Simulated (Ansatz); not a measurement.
System: CuO, space group Cccm (No. 66).

The given structure:
```
CELL_PARAMETERS angstrom
2.04253 -2.05036 0.00000
2.04253 2.05036 0.00000
0.00000 0.00000 5.09226
ATOMIC_POSITIONS crystal
Cu 0.00000 0.50000 0.00000
Cu 0.50000 0.00000 0.50000
O 0.50000 0.50000 0.25000
O 0.50000 0.50000 0.75000
```

Computed with Ansatz 0.2.0: third-order Birch-Murnaghan fit to density functional energies at scaled volumes of the given relaxed cell, shape and atoms relaxed at each volume; energies count from the fitted minimum; plane waves with PAW datasets, Γ-centred k mesh. Level: PBEsol, no spin polarisation.

wave cutoff 420 eV; k mesh 14×14×8; occupations Gaussian; smearing width 0.1 eV.

What does the calculation give for the energy above the minimum and pressure against volume? The volume takes the values 10.023, 10.343, 10.663, 10.983, 11.303 Å³/atom.

A third-order Birch–Murnaghan fit gives V0 = 10.66 Å³/atom, B0 = 153 GPa and B′ = 3.9. The energy above the minimum is 20.3 meV/atom at volume 10.023 Å³/atom and 16.7 meV/atom at 11.303 Å³/atom; the lowest computed point is at volume 10.663 Å³/atom (0.0 meV/atom), and no other minimum shows. The pressure falls from 10.73 GPa at volume 10.023 Å³/atom to −8.00 GPa at 11.303 Å³/atom, and changes sign near 10.66 Å³/atom. The solid is metallic at every point.

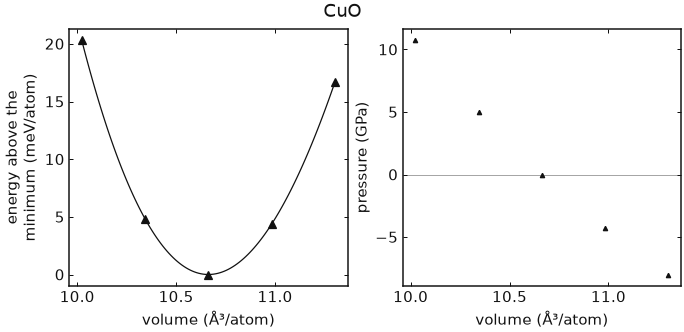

Keep in mind: no spin polarisation, a magnetic state may lie lower.
